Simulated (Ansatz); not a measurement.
## Two runs on Al$_{2}$Cu

System: Al$_{2}$Cu (P4/mmm, 3 atoms in the cell).
Method of the first run: DFT LDA, scalar-relativistic, plane waves, PAW, no spin polarisation (Ansatz 0.2.0).

The structure derives from a Materials Project entry. Text and figures count atoms from 1; the logs count them from 0 in places.

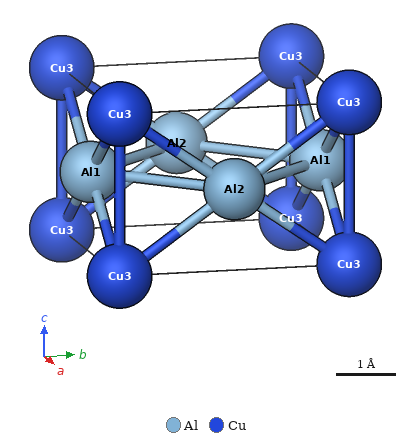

Figure 1. The input geometry (ball-and-stick view of the cell of the calculation, seen slightly off an axis; atoms are numbered from 1 in the order of the input). Near neighbours in the crystal (not all of them lie inside the picture): Al has 6 Al at 2.82 to 2.86 Å and 4 Cu at 2.47 Å; Cu has 8 Al at 2.47 Å and 2 Cu at 2.82 Å.

**The input, the first run**
```yaml
crystal:
  lattice:
    - [4.0425045047, 0.0, 0.0]
    - [0.0, 4.0425045047, 0.0]
    - [0.0, 0.0, 2.8219643188]
  atoms:
    - { symbol: Al, position: [0.5, 0.0, 0.5] }
    - { symbol: Al, position: [0.0, 0.5, 0.5] }
    - { symbol: Cu, position: [0.0, 0.0, 0.0] }
basis:
  ecutwfc: 420
kpoints:
  mp_grid: { grid: [14, 14, 18] }
hamiltonian:
  xc: lda
scf:
  occupations: { method: gaussian, width: 0.15 }
output:
  forces: true
  stress: true
  eigenvalues: true
```

Hardware: 1 thread of an Arm (aarch64) CPU, shared host.

**Output, shortened to warnings, some set-up lines, iterations and results (the first run)**
```
Basis set: ecut = 420 eV, 913 PW (Γ)
Symmetry: 16 space group operations
k-points: 360 of 3528
Initial density: superposition of atomic densities (neutral atoms: chi_scale 0, normalization atom), corrected by the library's trained network
[...]
SCF iter   1: F=—  HF=-7581.642941 eV  |F-HF|=—  |Δ(HF+E_count)|=         —  Δρ=1.48e-2  dr2=5.12e-2  ethr=1.77e-3  ⟨swp⟩=5.2  Hψ=31079  notcnv=0
SCF iter   2: F=—  HF=-7581.633042 eV  |F-HF|=—  |Δ(HF+E_count)|=   9.90e-3  Δρ=2.05e-3  dr2=1.82e-3  ethr=2.05e-4  ⟨swp⟩=2.0  Hψ=12441  notcnv=0  defer=32
SCF iter   3: F=—  HF=-7581.632308 eV  |F-HF|=—  |Δ(HF+E_count)|=   7.34e-4  Δρ=1.87e-3  dr2=1.06e-3  ethr=7.30e-6  ⟨swp⟩=2.0  Hψ=8262  notcnv=0  defer=32
SCF iter   4: F=—  HF=-7581.632019 eV  |F-HF|=—  |Δ(HF+E_count)|=   2.89e-4  Δρ=4.67e-4  dr2=9.88e-5  ethr=4.25e-6  ⟨swp⟩=1.0  Hψ=6044  notcnv=0  defer=32
SCF iter   5: F=—  HF=-7581.631987 eV  |F-HF|=—  |Δ(HF+E_count)|=   3.23e-5  Δρ=6.18e-5  dr2=3.15e-6  ethr=3.95e-7  ⟨swp⟩=2.1  Hψ=8152  notcnv=0  defer=32
SCF iter   6: F=—  HF=-7581.631986 eV  |F-HF|=—  |Δ(HF+E_count)|=   9.95e-7  Δρ=2.07e-5  dr2=3.62e-7  ethr=1.26e-8  ⟨swp⟩=2.3  Hψ=8812  notcnv=0  defer=32
SCF iter   7: F=-7581.631986 eV  HF=-7581.631986 eV  |F-HF|=5.38e-9  |Δ(HF+E_count)|=   6.34e-8  Δρ=5.94e-6  dr2=2.59e-8  ethr=4.00e-10  ⟨swp⟩=4.9  Hψ=21918  notcnv=0
SCF 1 converged in 7 iterations: F = -7581.631986 eV  dr2 = 2.59e-8
SCF converged after 7 iterations
Free energy (F): -7581.631986 eV
Harris-Foulkes:  -7581.631986 eV  (|F-HF|=5.38e-9)
Internal energy: -7581.622938 eV  (E = F + TS)
E sigma→0 (E₀):  -7581.627462 eV
Entropy (-TS):   -0.009048 eV (-3.016 meV/atom)
Fermi energy:    9.768372 eV
--- Per-component energies (eV) ---
  E_band       = -488.263147
  E_kinetic    = 348.256610
  E_local      = -6123.105522  (includes V_loc(G=0)·N_el)
  E_nonlocal   = 410.718798
  E_hartree    = 2752.030686
  E_xc         = -169.467920
  E_vxc        = -176.389999  (∫ρ·V_xc dr)
  E_paw        = -2475.345891  (= ΣΔE_a)
  E_vpaw       = -451.799414  (= ΣTr[D̂ρ^β])
  E_aug_tail   = 0.000188  (compensation charges beyond the density's cutoff)
  E_ewald      = -2325.270980
  E_core_change = 0.561093  (= ΣΔE_core)
  E_smearing   = -0.009048  (= −TS)
  E_closure    = 0.000000  (closes the sum)
  Σ components = -7581.631986   (vs F -7581.631986, Δ=0.00e0)
--- Forces (eV/Å), atoms counted from 1 ---
  atom   1  Al    -0.00000000    -0.00000000     0.00000000
  atom   2  Al     0.00000000     0.00000000     0.00000000
  atom   3  Cu    -0.00000000     0.00000000     0.00000000
  max |Σ_I F_I| component: 1.38e-30 eV/Å
--- Stress (GPa, compression-positive) ---
        0.039664       0.000000       0.000000
        0.000000       0.039664       0.000000
        0.000000       0.000000      -0.131865
  P = ⅓ Tr σ = -0.0175 GPa (-0.175 kbar)
```

For the second run the input was changed thus:
```diff
-  mp_grid: { grid: [14, 14, 18] }
+  mp_grid: { grid: [12, 12, 16] }
```

What does this change do to the results?

The free energy of the second run is 0.08 meV per atom lower, which measures how much it depends on this numerical setting. The number of SCF iterations is the same. The irreducible k-points go from 360 to 252.

**Output, shortened to warnings, some set-up lines, iterations and results (the second run)**
```
Basis set: ecut = 420 eV, 913 PW (Γ)
Symmetry: 16 space group operations
k-points: 252 of 2304
Initial density: superposition of atomic densities (neutral atoms: chi_scale 0, normalization atom), corrected by the library's trained network
[...]
SCF iter   1: F=—  HF=-7581.642982 eV  |F-HF|=—  |Δ(HF+E_count)|=         —  Δρ=1.46e-2  dr2=5.01e-2  ethr=1.77e-3  ⟨swp⟩=5.2  Hψ=21734  notcnv=0
SCF iter   2: F=—  HF=-7581.633275 eV  |F-HF|=—  |Δ(HF+E_count)|=   9.71e-3  Δρ=2.05e-3  dr2=1.83e-3  ethr=2.00e-4  ⟨swp⟩=2.0  Hψ=8726  notcnv=0  defer=17
SCF iter   3: F=—  HF=-7581.632549 eV  |F-HF|=—  |Δ(HF+E_count)|=   7.26e-4  Δρ=1.85e-3  dr2=1.07e-3  ethr=7.31e-6  ⟨swp⟩=2.0  Hψ=5794  notcnv=0  defer=17
SCF iter   4: F=—  HF=-7581.632254 eV  |F-HF|=—  |Δ(HF+E_count)|=   2.95e-4  Δρ=4.72e-4  dr2=1.01e-4  ethr=4.29e-6  ⟨swp⟩=1.0  Hψ=4263  notcnv=0  defer=17
SCF iter   5: F=—  HF=-7581.632216 eV  |F-HF|=—  |Δ(HF+E_count)|=   3.82e-5  Δρ=6.12e-5  dr2=3.02e-6  ethr=4.05e-7  ⟨swp⟩=2.2  Hψ=5927  notcnv=0  defer=17
SCF iter   6: F=—  HF=-7581.632214 eV  |F-HF|=—  |Δ(HF+E_count)|=   1.88e-6  Δρ=2.05e-5  dr2=3.54e-7  ethr=1.21e-8  ⟨swp⟩=2.3  Hψ=6257  notcnv=0  defer=17
SCF iter   7: F=-7581.632214 eV  HF=-7581.632214 eV  |F-HF|=5.04e-9  |Δ(HF+E_count)|=   6.19e-8  Δρ=6.03e-6  dr2=2.61e-8  ethr=4.00e-10  ⟨swp⟩=4.9  Hψ=15327  notcnv=0
SCF 1 converged in 7 iterations: F = -7581.632214 eV  dr2 = 2.61e-8
SCF converged after 7 iterations
Free energy (F): -7581.632214 eV
Harris-Foulkes:  -7581.632214 eV  (|F-HF|=5.04e-9)
Internal energy: -7581.623083 eV  (E = F + TS)
E sigma→0 (E₀):  -7581.627649 eV
Entropy (-TS):   -0.009131 eV (-3.044 meV/atom)
Fermi energy:    9.758460 eV
--- Per-component energies (eV) ---
  E_band       = -488.256983
  E_kinetic    = 348.247786
  E_local      = -6123.186815  (includes V_loc(G=0)·N_el)
  E_nonlocal   = 410.809029
  E_hartree    = 2752.089853
  E_xc         = -169.457489
  E_vxc        = -176.375823  (∫ρ·V_xc dr)
  E_paw        = -2475.415747  (= ΣΔE_a)
  E_vpaw       = -451.925268  (= ΣTr[D̂ρ^β])
  E_aug_tail   = 0.000188  (compensation charges beyond the density's cutoff)
  E_ewald      = -2325.270980
  E_core_change = 0.561093  (= ΣΔE_core)
  E_smearing   = -0.009131  (= −TS)
  E_closure    = 0.000000  (closes the sum)
  Σ components = -7581.632214   (vs F -7581.632214, Δ=0.00e0)
--- Forces (eV/Å), atoms counted from 1 ---
  atom   1  Al     0.00000000     0.00000000     0.00000000
  atom   2  Al     0.00000000     0.00000000     0.00000000
  atom   3  Cu    -0.00000000     0.00000000     0.00000000
  max |Σ_I F_I| component: 3.35e-30 eV/Å
--- Stress (GPa, compression-positive) ---
        0.261829       0.000000       0.000000
        0.000000       0.261829       0.000000
        0.000000       0.000000      -0.556265
  P = ⅓ Tr σ = -0.0109 GPa (-0.109 kbar)
```

**The two runs side by side**

| quantity | the first run | the second run |
| --- | --- | --- |
| outcome | converged | converged |
| free energy per atom (eV) | −2527.2107 | −2527.2107 |
| energy per atom, smearing taken to zero (eV) | −2527.2092 | −2527.2092 |
| gap on the mesh (eV) | 0.00 | 0.00 |
| pressure (GPa) | −0.02 | −0.01 |
| largest force (eV/Å) | 0.000 | 0.000 |
| SCF iterations | 7 | 7 |
| irreducible k-points | 360 | 252 |
| plane waves at Γ | 913 | 913 |
| wall time (shared host) | 17 s | 12 s |
